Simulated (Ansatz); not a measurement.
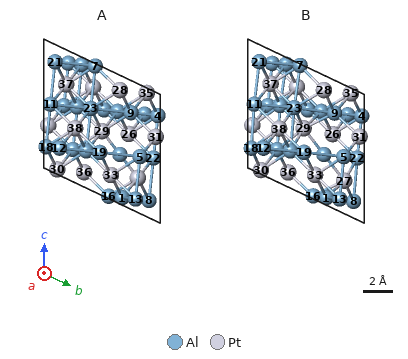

Two geometries of a defect cell of composition Al$_{25}$Pt$_{13}$ (started half-way along a vacancy jump, in the symmetry of that start), drawn at one scale. One is the start of a relaxation, the other its converged end. Style: ball-and-stick. Shown: the cell of the calculation (origin shifted), along the a axis.

Level of theory: DFT PBE, scalar-relativistic, plane waves, PAW in Ansatz 0.2.0. Set-up: plane-wave cutoff 420 eV; k-point mesh 3 × 3 × 3; occupations gaussian; smearing width 0.1 eV; no spin polarisation; atoms relaxed in a fixed cell; force threshold 0.02 eV/Å; at most 60 steps.

**Which one is relaxed?**

Structure B is the relaxed one. The largest moves, 0.26 Å, are those of Pt atoms. Largest moves by element: Pt 0.26 Å, Al 0.14 Å. The cell doesn't change. Near-neighbour distances that change, for instance: Al–Pt 2.102 → 2.362 Å, Al–Al 2.973 → 3.128 Å, Al–Al 2.973 → 3.072 Å, Al–Pt 2.575 → 2.498 Å. The energy falls by 1.171 eV per cell of the calculation in 3 accepted moves (5 points after the start). The largest force component goes from 3.5 to 0.016 eV/Å. The line search rejected the trial step at point 2 of the run. 1 step only repeated the SCF at the same geometry.
